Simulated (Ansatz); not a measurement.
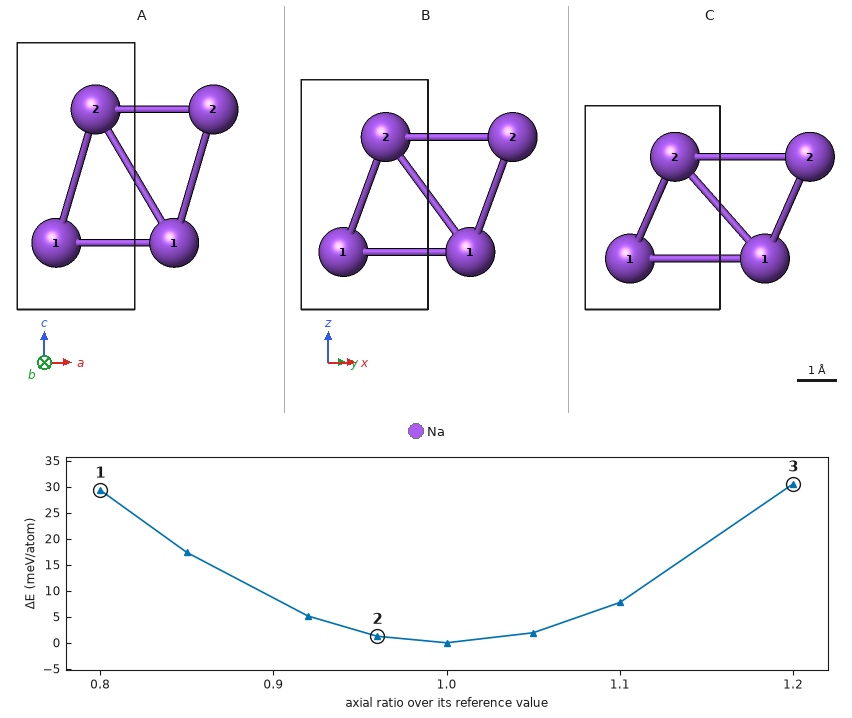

Energy scan for solid Na (P6_3/mmc), in which the ratio of the cell's length along z to its lengths across, counted as 1 for the reference, is changed at fixed volume (a c/a path), with the atoms kept at their fractional coordinates. x, y and z are the Cartesian axes of the input. The frames are shuffled; the numbered points of the plot belong to them. Style: ball-and-stick. Shown: the cell of the calculation, repeated 2 × 1 × 1 with one cell outlined, along the b axis.

Level of theory: DFT LDA, scalar-relativistic, plane waves, PAW (Ansatz 0.2.0). Set-up: plane-wave cutoff 420 eV; k-point mesh 18 × 18 × 10; occupations gaussian; smearing width 0.15 eV; no spin polarisation. Energies (free energies at the smearing named) are counted from the cell as listed in its source, which wasn't relaxed.

Which frame belongs to which numbered point?

Answer. Point 1 is frame C (the relative ratio 0.80, 29.4 meV/atom); 2 is frame B (the relative ratio 0.96, 1.3 meV/atom); 3 is frame A (the relative ratio 1.20, 30.5 meV/atom). Of the computed points the lowest is at the relative ratio 1.00, 0.0 meV/atom. The end points stand at 29.4 meV/atom (0.80) and 30.5 meV/atom (1.20). The unrelaxed reference is under a pressure of −0.9 GPa. The distortion keeps the space group P6_3/mmc. At the relative ratio 0.80 the cell of the drawing goes a 3.767 → 4.058 Å, b 3.767 → 4.058 Å, c 6.154 → 5.303 Å.
